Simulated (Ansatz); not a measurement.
# One crystal, many levels of theory: SnWO4 (Pnna)

What gap does each level of theory give for SnWO4 (Pnna), and in what time?

Method: density functionals, hybrids and G0W0, plane waves, PAW, in Ansatz 0.2.0.

## 1. The starting structure

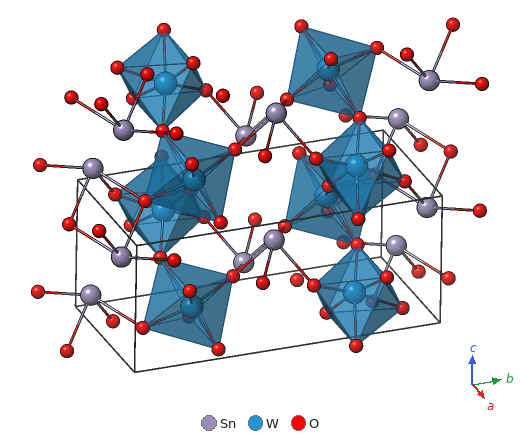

Start, viewed slightly off an axis; tin purple, tungsten blue, oxygen red. 1×1×2 cells are drawn. Bonds to atoms that aren't drawn are left out. Some periodic images of atoms are drawn too.

The cell and positions come from the Crystallography Open Database and are kept as given unless a step says otherwise. Spin-orbit coupling is left out unless a step names it. The default PAW set here is soft_2. Its files were made with PBE.

## 2. LDA on the 4×2×6 mesh

This step: DFT, LDA, plane waves, PAW.

Contents of input.yaml:

```yaml
crystal:
  lattice:
    - [5.627, 0.0, 0.0]
    - [0.0, 11.6486, 0.0]
    - [0.0, 0.0, 4.9973]
  atoms:
    - { symbol: Sn, position: [0.25, 0.0, 0.2196] }
    - { symbol: Sn, position: [0.25, 0.5, 0.2804] }
    - { symbol: Sn, position: [0.75, 0.0, 0.7804] }
    - { symbol: Sn, position: [0.75, 0.5, 0.7196] }
    - { symbol: W, position: [0.6677, 0.25, 0.25] }
    - { symbol: W, position: [0.8323, 0.75, 0.25] }
    - { symbol: W, position: [0.3323, 0.75, 0.75] }
    - { symbol: W, position: [0.1677, 0.25, 0.75] }
    - { symbol: O, position: [0.3765, 0.2987, 0.9988] }
    - { symbol: O, position: [0.1235, 0.7013, 0.9988] }
    - { symbol: O, position: [0.3765, 0.2013, 0.5012] }
    - { symbol: O, position: [0.1235, 0.7987, 0.5012] }
    - { symbol: O, position: [0.6235, 0.7013, 0.0012] }
    - { symbol: O, position: [0.8765, 0.2987, 0.0012] }
    - { symbol: O, position: [0.6235, 0.7987, 0.4988] }
    - { symbol: O, position: [0.8765, 0.2013, 0.4988] }
    - { symbol: O, position: [0.1019, 0.3961, 0.6037] }
    - { symbol: O, position: [0.3981, 0.6039, 0.6037] }
    - { symbol: O, position: [0.1019, 0.1039, 0.8963] }
    - { symbol: O, position: [0.3981, 0.8961, 0.8963] }
    - { symbol: O, position: [0.8981, 0.6039, 0.3963] }
    - { symbol: O, position: [0.6019, 0.3961, 0.3963] }
    - { symbol: O, position: [0.8981, 0.8961, 0.1037] }
    - { symbol: O, position: [0.6019, 0.1039, 0.1037] }
kpoints:
  mp_grid: { grid: [4, 2, 6] }
  band_path:
    path:
      - [0.0, 0.0, 0.0]
      - [0.5, 0.0, 0.0]
      - [0.5, 0.5, 0.0]
      - [0.0, 0.5, 0.0]
      - [0.0, 0.0, 0.5]
      - [0.5, 0.0, 0.5]
      - [0.5, 0.5, 0.5]
      - [0.0, 0.5, 0.5]
      - [0.0, 0.0, 0.25]
      - [0.0, 0.4, 0.0]
    npoints: 1
hamiltonian:
  xc: lda
scf:
  occupations: { method: fixed }
  n_extra_bands: 12
output:
  eigenvalues: true
  forces: true
  stress: true
```

Run with:

```bash
> ansatz run input.yaml --threads 24 --pin off --max-ram 82944MiB --backend cuda --events-out ev --progress --plain --runs-dir out --devices 1 --max-vram 78GiB
```

Numbers of over 12 decimals in the logs are rounded to 6 here.

Log:

```text
scf.n_extra_bands = 12 over 104 filled bands (N_el = 208.0): the run solves 116 bands
GPUs: using 1 of 1 available (devices: 1).
Engine: ansatz 0.2.0, aarch64-unknown-linux-gnu
Pseudopotentials: kind: paw
Pseudopotential: Sn, paw, valence charge 14, recommended cutoff 420 eV (normal), Sn.paw.azcp
Pseudopotential: W, paw, valence charge 14, recommended cutoff 420 eV (normal), W.paw.azcp
Pseudopotential: O, paw, valence charge 6, recommended cutoff 420 eV (normal), O.paw.azcp
Functional definition: SPW92
  exchange = slater_x
  correlation = pw_c
[...]
Crystal: 24 atoms, lattice volume = 327.556 Å³
Basis set: ecut = 420 eV, 6429 PW (Γ)
Bands: 116, of which v1, the nominal top of the filled ones, is band 104 counted from 1 (103 counted from 0)
Symmetry: 8 space group operations
Space group: Pnna (ITA 52), of the structure as read, at distance tolerance 6.9e-5 Å
k-points: 24 of 48
Non-local potential: Sn, projectors of the file, l = 0: 2, l = 1: 2, l = 2: 2, l = 3: 2
Non-local potential: W, projectors of the file, l = 0: 3, l = 1: 2, l = 2: 2, l = 3: 1
Non-local potential: O, projectors of the file, l = 0: 2, l = 1: 2, l = 2: 1
PAW form: soft (Blöchl's): semilocal exchange-correlation on the pseudo side does not see the compensation charge
PAW frozen core: Sn, regenerated for the run's functional, and the local potential with it (the file was generated under x = pbe(κ = 0.804, μ = 0.219515), c = pbe(β = 0.066725))
PAW frozen core: W, regenerated for the run's functional, and the local potential with it (the file was generated under x = pbe(κ = 0.804, μ = 0.219515), c = pbe(β = 0.066725))
PAW frozen core: O, regenerated for the run's functional, and the local potential with it (the file was generated under x = pbe(κ = 0.804, μ = 0.219515), c = pbe(β = 0.066725))
PAW one-centre angular grid: Sn, 590 points (default); XC on 64 Gauss nodes
PAW one-centre angular grid: W, 590 points (default); XC on 64 Gauss nodes
PAW one-centre angular grid: O, 110 points (default); XC on 64 Gauss nodes
Initial density: superposition of atomic densities (neutral atoms: chi_scale 0, normalization atom), corrected by the library's trained network
Initial wavefunctions: pseudopotential atomic-orbital guess
[...]
Functional: x = slater, c = lda
SCF iter   1: F=—  HF=-72927.611762 eV  |F-HF|=—  |Δ(HF+E_count)|=         —  Δρ=1.87e-2  dr2=1.06e0  ethr=1.77e-3  ⟨swp⟩=5.0  Hψ=9408  notcnv=0  defer=230
preconditioner: auto → Resta (q_TF=auto, 2.529 Å⁻¹)  ε∞=5.6  [insulator: Δε(μ)=1.293 eV  Ē_g=12.668 eV  n_scr=84 (ndim 8)  ℏωp=27.2 eV  f_vac=0.038  ε∞_Penn≈5.6]
SCF iter   2: F=—  HF=-72927.401975 eV  |F-HF|=—  |Δ(HF+E_count)|=   2.10e-1  Δρ=7.08e-3  dr2=1.49e-1  ethr=5.08e-4  ⟨swp⟩=2.0  Hψ=4705  notcnv=0  defer=229
SCF iter   3: F=—  HF=-72927.374646 eV  |F-HF|=—  |Δ(HF+E_count)|=   2.73e-2  Δρ=2.63e-3  dr2=1.75e-2  ethr=7.16e-5  ⟨swp⟩=2.0  Hψ=3899  notcnv=0  defer=238
SCF iter   4: F=—  HF=-72927.370089 eV  |F-HF|=—  |Δ(HF+E_count)|=   4.56e-3  Δρ=4.29e-4  dr2=6.14e-4  ethr=8.41e-6  ⟨swp⟩=2.3  Hψ=4491  notcnv=0  defer=238
SCF iter   5: F=—  HF=-72927.368985 eV  |F-HF|=—  |Δ(HF+E_count)|=   1.10e-3  Δρ=1.93e-4  dr2=1.04e-4  ethr=2.95e-7  ⟨swp⟩=2.0  Hψ=3845  notcnv=0  defer=232
SCF iter   6: F=—  HF=-72927.368965 eV  |F-HF|=—  |Δ(HF+E_count)|=   2.02e-5  Δρ=9.99e-5  dr2=3.22e-5  ethr=5.00e-8  ⟨swp⟩=2.0  Hψ=4231  notcnv=0  defer=185
SCF iter   7: F=—  HF=-72927.369924 eV  |F-HF|=—  |Δ(HF+E_count)|=   9.59e-4  Δρ=3.13e-5  dr2=3.45e-6  ethr=1.55e-8  ⟨swp⟩=2.3  Hψ=3880  notcnv=0  defer=185
SCF iter   8: F=—  HF=-72927.369924 eV  |F-HF|=—  |Δ(HF+E_count)|=   1.19e-7  Δρ=7.86e-6  dr2=2.28e-7  ethr=1.66e-9  ⟨swp⟩=2.5  Hψ=4174  notcnv=0  defer=185
SCF iter   9: F=-72927.369924 eV  HF=-72927.369924 eV  |F-HF|=1.24e-9  |Δ(HF+E_count)|=   6.62e-9  Δρ=1.32e-6  dr2=8.43e-9  ethr=4.81e-11  ⟨swp⟩=11.8  Hψ=12509  notcnv=0
SCF 1 converged in 9 iterations: F = -72927.369924 eV  dr2 = 8.43e-9
[...]
NSCF: frozen V_eff on 10 k-points
SCF converged after 9 iterations
[...]
-5.306400       0.000000       0.000000
        0.000000      -5.594514       0.000000
        0.000000       0.000000      -4.023123
  P = ⅓ Tr σ = -4.9747 GPa (-49.747 kbar)
--- Band table (eV; the first three rows and the last of 24) ---
  k-point 0: bands = ["-66.5454", "-66.5454", "-66.5440", "-66.5440", "-30.9568", "-30.9568", "-30.9115", "-30.9115", "-30.9018", "-30.9018", "-30.8343", "-30.8343", "-30.7815", "-30.7813", "-30.7678", "-30.7678", "-11.5431", "-11.5151", "-11.5039", "-11.4867", "-11.4827", "-11.4498", "-11.3266", "-11.3242", "-11.3056", "-11.3025", "-11.2998", "-11.2990", "-11.2632", "-11.2619", "-11.2501", "-11.2492", "-11.2246", "- [...]
  k-point 1: bands = ["-66.5453", "-66.5453", "-66.5441", "-66.5441", "-30.9532", "-30.9532", "-30.9063", "-30.9063", "-30.9055", "-30.9055", "-30.8394", "-30.8394", "-30.7807", "-30.7806", "-30.7689", "-30.7689", "-11.5381", "-11.5144", "-11.5042", "-11.4970", "-11.4747", "-11.4531", "-11.3253", "-11.3236", "-11.3064", "-11.3038", "-11.2985", "-11.2982", "-11.2635", "-11.2613", "-11.2502", "-11.2495", "-11.2247", "- [...]
  k-point 2: bands = ["-66.5450", "-66.5450", "-66.5443", "-66.5443", "-30.9433", "-30.9433", "-30.9157", "-30.9157", "-30.8922", "-30.8922", "-30.8536", "-30.8536", "-30.7785", "-30.7784", "-30.7718", "-30.7717", "-11.5261", "-11.5133", "-11.5071", "-11.5066", "-11.4686", "-11.4597", "-11.3230", "-11.3225", "-11.3075", "-11.3058", "-11.2970", "-11.2969", "-11.2622", "-11.2598", "-11.2502", "-11.2498", "-11.2253", "- [...]
  k-point 23: bands = ["-66.5447", "-66.5447", "-66.5447", "-66.5447", "-30.9465", "-30.9465", "-30.9465", "-30.9465", "-30.8579", "-30.8579", "-30.8579", "-30.8579", "-30.7730", "-30.7730", "-30.7730", "-30.7730", "-11.5539", "-11.5539", "-11.5367", "-11.5367", "-11.3548", "-11.3548", "-11.3533", "-11.3533", "-11.3066", "-11.3066", "-11.3051", "-11.3051", "-11.2544", "-11.2544", "-11.2536", "-11.2536", "-11.2342", " [...]
```

It took 1.9 s on 1 × NVIDIA GB200 (shared by 2 runs) with 24 threads of Arm Neoverse V2, shared host; peak memory 1.1 GiB; 11 s of CPU time.

The column dr2 measures how far the density is from self-consistency, as an energy; F and HF (Harris–Foulkes) agree once it is small.

This step gave:

| Quantity | Value |
| --- | --- |
| pressure | -4.975 GPa |
| gap | 1.351 eV |
| valence top at | k = (0.000, 0.000, 0.250) |
| conduction bottom at | Γ |
| least direct gap | 1.417 eV |

Over mesh and listed points the gap is 1.351 eV, from k = (0.000, 0.000, 0.250) to k = Γ. The least direct gap found is 1.417 eV, at k = (0.000, 0.400, 0.000). On the 4×2×6 mesh alone the same run gives 1.365 eV, so that mesh misses an edge of LDA: 1.365 − 1.351 = +0.014 eV. The pressure in this cell is -5 GPa; the cell is kept.

## 3. r2SCAN on the 4×2×6 mesh

Levels along a band path and on the mesh show where this functional puts the band edges.

This step: DFT, r2SCAN, plane waves, PAW.

input.yaml, as its differences from that of step 2:

```diff
@@ -34,17 +34,11 @@
     path:
-      - [0.0, 0.0, 0.0]
-      - [0.5, 0.0, 0.0]
-      - [0.5, 0.5, 0.0]
-      - [0.0, 0.5, 0.0]
-      - [0.0, 0.0, 0.5]
-      - [0.5, 0.0, 0.5]
-      - [0.5, 0.5, 0.5]
-      - [0.0, 0.5, 0.5]
-      - [0.0, 0.0, 0.25]
-      - [0.0, 0.4, 0.0]
-    npoints: 1
+      - [[0.0, 0.0, 0.0], [0.5, 0.0, 0.0], [0.5, 0.5, 0.0], [0.0, 0.5, 0.0], [0.0, 0.0, 0.0], [0.0, 0.0, 0.5], [0.5, 0.0, 0.5], [0.5, 0.5, 0.5], [0.0, 0.5, 0.5], [0.0, 0.0, 0.5]]
+      - [[0.5, 0.0, 0.0], [0.5, 0.0, 0.5]]
+      - [[0.0, 0.5, 0.0], [0.0, 0.5, 0.5]]
+      - [[0.5, 0.5, 0.0], [0.5, 0.5, 0.5]]
+    npoints: 10
 hamiltonian:
-  xc: lda
+  xc: r2scan
 scf:
-  occupations: { method: fixed }
+  occupations: { method: fermi_dirac, width: 0.02 }
   n_extra_bands: 12
```

Log:

```text
[...]
GPUs: using 1 of 1 available (devices: 1).
[...]
Crystal: 24 atoms, lattice volume = 327.556 Å³
Basis set: ecut = 500 eV, 8317 PW (Γ), exchange–correlation on 180×360×160 points (64 copies of the dense FFT grid, shifted against one another)
Bands: 116, of which v1, the nominal top of the filled ones, is band 104 counted from 1 (103 counted from 0)
Symmetry: 8 space group operations
[...]
k-points: 24 of 48
[...]
SCF iter   1: F=—  HF=-74847.701357 eV  |F-HF|=—  |Δ(HF+E_count)|=         —  Δρ=1.14e-2  dr2=5.24e-1  dr2_τ=1.43e0  ethr=1.77e-3  ⟨swp⟩=6.0  Hψ=10391  notcnv=0
[...]
SCF iter   8: F=—  HF=-74847.983086 eV  |F-HF|=—  |Δ(HF+E_count)|=   6.64e-7  Δρ=6.07e-6  dr2=1.24e-7  dr2_τ=1.39e-8  ethr=6.45e-10  ⟨swp⟩=2.0  Hψ=4406  notcnv=0  defer=185
[...]
SCF 1 converged in 9 iterations: F = -74847.983086 eV  dr2 = 5.03e-9
[...]
SCF converged after 9 iterations
[...]
0.000000      -0.464531       0.000000
        0.000000       0.000000       0.107798
  P = ⅓ Tr σ = -0.3902 GPa (-3.902 kbar)
--- Band table (eV; the first three rows and the last of 24) ---
[...]
```

It took 6.3 s on 1 × NVIDIA GB200 (shared by 2 runs) with 24 threads; peak memory 1.6 GiB.

This step gave:

| Item | Value |
| --- | --- |
| pressure | -0.3902 GPa |
| filled bands | 104 |
| gap | 1.505 eV |
| valence top at | k = (0.000, 0.000, 0.250) |
| conduction bottom at | Γ |
| least direct gap | 1.561 eV |

Over mesh and path the gap is 1.505 eV, from k = (0.000, 0.000, 0.250) to k = Γ. The least direct gap found is 1.561 eV, at k = (0.000, 0.400, 0.000). On the 4×2×6 mesh alone the same run gives 1.530 eV, so that mesh misses an edge of r2SCAN: 1.530 − 1.505 = +0.025 eV. r2SCAN against LDA: 1.505 − 1.351 = +0.154 eV. The runs also differ in plane-wave cutoff (420 eV and 500 eV), so how much of this comes from the functional alone is not known.

## 4. r2SCAN+SOC on the 4×2×6 mesh

This run has two-component orbitals with spin-orbit coupling.

This step: DFT, r2SCAN with spin-orbit coupling, plane waves, PAW.

input.yaml, as its differences from that of step 3:

```diff
@@ -34,7 +34,13 @@
     path:
-      - [[0.0, 0.0, 0.0], [0.5, 0.0, 0.0], [0.5, 0.5, 0.0], [0.0, 0.5, 0.0], [0.0, 0.0, 0.0], [0.0, 0.0, 0.5], [0.5, 0.0, 0.5], [0.5, 0.5, 0.5], [0.0, 0.5, 0.5], [0.0, 0.0, 0.5]]
-      - [[0.5, 0.0, 0.0], [0.5, 0.0, 0.5]]
-      - [[0.0, 0.5, 0.0], [0.0, 0.5, 0.5]]
-      - [[0.5, 0.5, 0.0], [0.5, 0.5, 0.5]]
-    npoints: 10
+      - [0.0, 0.0, 0.0]
+      - [0.5, 0.0, 0.0]
+      - [0.5, 0.5, 0.0]
+      - [0.0, 0.5, 0.0]
+      - [0.0, 0.0, 0.5]
+      - [0.5, 0.0, 0.5]
+      - [0.5, 0.5, 0.5]
+      - [0.0, 0.5, 0.5]
+      - [0.0, 0.0, 0.25]
+      - [0.0, 0.4, 0.0]
+    npoints: 1
 hamiltonian:
@@ -42,4 +48,7 @@
 scf:
-  occupations: { method: fermi_dirac, width: 0.02 }
-  n_extra_bands: 12
+  occupations: { method: fixed }
+  n_extra_bands: 24
+magnetization:
+  noncollinear: true
+  spin_orbit: true
 output:
```

Log:

```text
[...]
GPUs: using 1 of 1 available (devices: 1).
[...]
non-collinear run that drives no moment, with spin-orbit: no starting moment large enough to seed its density (crystal.atoms[].spin), no starting occupations that ask for one, no magnetisation constraint and no magnetic field, so the semilocal B_xc is pinned to zero
[...]
Crystal: 24 atoms, lattice volume = 327.556 Å³
[...]
SCF iter   3: F=—  HF=-74709.687334 eV  |F-HF|=—  |Δ(HF+E_count)|=    1.26e0  Δρ=2.40e-2  dr2=1.42e0  dr2_τ=2.65e-2  dr2_m=0.00e0 (ungated)  ethr=3.10e-3  |M|=0.00e0 ∫|m|=0.00e0 μB  |m|>n=0.0e0 m-floor=0.0e0 τ_xc=0.0e0  β_m=0.59  ⟨swp⟩=3.9  Hψ=4962  notcnv=0  defer=450
[...]
SCF 1 converged in 10 iterations: F = -74709.606898 eV  dr2 = 2.01e-8
[...]
SCF converged after 10 iterations
[...]
```

Wall time 8.3 s (1 × NVIDIA GB200 (shared by 2 runs) with 24 threads); peak memory 2.7 GiB.

This step gave:

```
pressure             : -0.6026 GPa
gap                  : 1.470 eV
valence top at       : k = (0.000, 0.000, 0.250)
conduction bottom at : k = (0.000, -0.500, 0.167)
least direct gap     : 1.493 eV
```

Over mesh and listed points the gap is 1.470 eV, from k = (0.000, 0.000, 0.250) to k = (0.000, -0.500, 0.167). The least direct gap found is 1.493 eV, at k = (0.000, -0.500, 0.167). On the 4×2×6 mesh alone the same run gives 1.493 eV, so that mesh misses an edge of r2SCAN+SOC: 1.493 − 1.470 = +0.023 eV. r2SCAN+SOC against r2SCAN: 1.470 − 1.505 = −0.035 eV. Mesh, set of files and cutoff are the same, but the conduction bottom lies at another k point, so this need not be the shift of one pair of states. The spin-orbit run sees mesh and listed points alone, so its gap is an upper bound: the coupling can move an edge off these points, and the change over the zone, its sign included where it is small, is not known.

## 5. HSE06 on the 4×2×4 mesh

HSE06 mixes in a quarter of exact exchange at short range.

This step: DFT, HSE06, plane waves, PAW.

input.yaml, as its differences from that of step 4:

```diff
@@ -31,3 +31,3 @@
 kpoints:
-  mp_grid: { grid: [4, 2, 6] }
+  mp_grid: { grid: [4, 2, 4] }
   band_path:
@@ -46,12 +46,7 @@
 hamiltonian:
-  xc: r2scan
+  xc: hse06
 scf:
   occupations: { method: fixed }
-  n_extra_bands: 24
-magnetization:
-  noncollinear: true
-  spin_orbit: true
+  n_extra_bands: 12
 output:
   eigenvalues: true
-  forces: true
-  stress: true
```

Log:

```text
[...]
GPUs: using 1 of 1 available (devices: 1).
[...]
davidson cushion auto → on  (no smearing: the cushion is to keep the highest requested band from converging to the state above it; pin scf.eigensolver.cushion to override)
[...]
Crystal: 24 atoms, lattice volume = 327.556 Å³
Basis set: ecut = 420 eV, 6429 PW (Γ)
Bands: 116, of which v1, the nominal top of the filled ones, is band 104 counted from 1 (103 counted from 0)
Symmetry: 8 space group operations
[...]
k-points: 18 of 32
[...]
SCF 1 stopped early in 5 iterations: F = -74720.708820 eV  dr2 = 7.34e-5
[...]
hybrid outer 1: dexx = +1.164e-1 eV, tail = 8.15e-4 eV
[...]
SCF 3 converged in 6 iterations: F = -74735.087496 eV  dr2 = 7.50e-9
hybrid outer 2: dexx = +2.069e-5 eV, tail = 6.55e-7 eV, Δε = 4.20e-3 eV (about 1.63e-4 eV left of the loop's levels)
[...]
E_closure    = -0.000000  (closes the sum)
  Σ components = -74735.087490   (vs F -74735.087490, Δ=1.46e-11)
--- Band table (eV; the first three rows and the last of 18) ---
[...]
```

It took 40 s on 1 × NVIDIA GB200 (shared by 2 runs) with 24 threads; peak memory 3 GiB; 8.3 min of CPU time.

Numbers from this step:

```yaml
gap: 2.078 eV
valence_top_at: k = (0.000, 0.000, 0.250)
conduction_bottom_at: Γ
least_direct_gap: 2.134 eV
exact_exchange_fraction: 0.25
```

Over mesh and listed points the gap is 2.078 eV, from k = (0.000, 0.000, 0.250) to k = Γ. The least direct gap found is 2.134 eV, at k = (0.000, 0.400, 0.000). HSE06 against LDA: 2.078 − 1.351 = +0.727 eV. The runs also differ in mesh (4×2×6 and 4×2×4), so how much of this comes from the functional alone is not known.

## 6. PBE0 on the 4×2×4 mesh

PBE0 mixes in a quarter of exact exchange at all distances.

This step: DFT, PBE0, plane waves, PAW.

input.yaml, as its differences from that of step 5:

```diff
@@ -46,3 +46,3 @@
 hamiltonian:
-  xc: hse06
+  xc: pbe0
 scf:
```

Log:

```text
[...]
GPUs: using 1 of 1 available (devices: 1).
[...]
Crystal: 24 atoms, lattice volume = 327.556 Å³
Basis set: ecut = 420 eV, 6429 PW (Γ)
Bands: 116, of which v1, the nominal top of the filled ones, is band 104 counted from 1 (103 counted from 0)
Symmetry: 8 space group operations
[...]
k-points: 18 of 32
[...]
Frozen-core exchange: fock
[...]
hybrid outer 1: dexx = +1.584e-1 eV, tail = 8.77e-4 eV
[...]
SCF 3 converged in 6 iterations: F = -74723.639325 eV  dr2 = 1.81e-8
[...]
E_closure    = -0.000000  (closes the sum)
  Σ components = -74723.639320   (vs F -74723.639320, Δ=1.46e-11)
--- Band table (eV; the first three rows and the last of 18) ---
[...]
```

Elapsed: 35 s, on 1 × NVIDIA GB200 (shared by 2 runs) with 24 threads; peak memory 3.2 GiB.

This step gave:

| Item | Value |
| --- | --- |
| gap | 2.792 eV |
| valence top at | k = (0.000, 0.000, 0.250) |
| conduction bottom at | Γ |
| least direct gap | 2.847 eV |
| exact-exchange fraction | 0.25 |

Over mesh and listed points the gap is 2.792 eV, from k = (0.000, 0.000, 0.250) to k = Γ. The least direct gap found is 2.847 eV, at k = (0.000, 0.400, 0.000). PBE0 against HSE06: 2.792 − 2.078 = +0.714 eV, with the same mesh, files and cutoff, and both edges at the same k points.

(Part 1 of 2 ends here.)

[Paths, hosts, dates, memory and timing lines, banners, echoed tables and standing remarks are left out of the program output.]

[Logs are printed without paths, hosts, clocks, repeated set-up lines and the standing remarks that a program may print on its own settings, such as how far it seeks lower states.]

[Runs of the session that timed out or met a known fault of the program may be left out.]

[Cells called generated may have been cut or substituted from an entry of the Crystallography Open Database or the Materials Project.]

[Hosts, paths, dates, database ids (printed as entryN), source tags and the programs' standing remarks are cut or masked in the printed files.]

[Where an RPA ε∞ is given, it is that of the G0W0 mesh and is not shown converged in it. Names of k-points follow the symmetry that the program found, which can be lower than the space group named. Band edges on a path are those of the sampled points; other points can move an edge, and change direct to indirect where valleys lie close.]

[Hybrid gaps are those of their k-mesh and are not shown converged in it.]
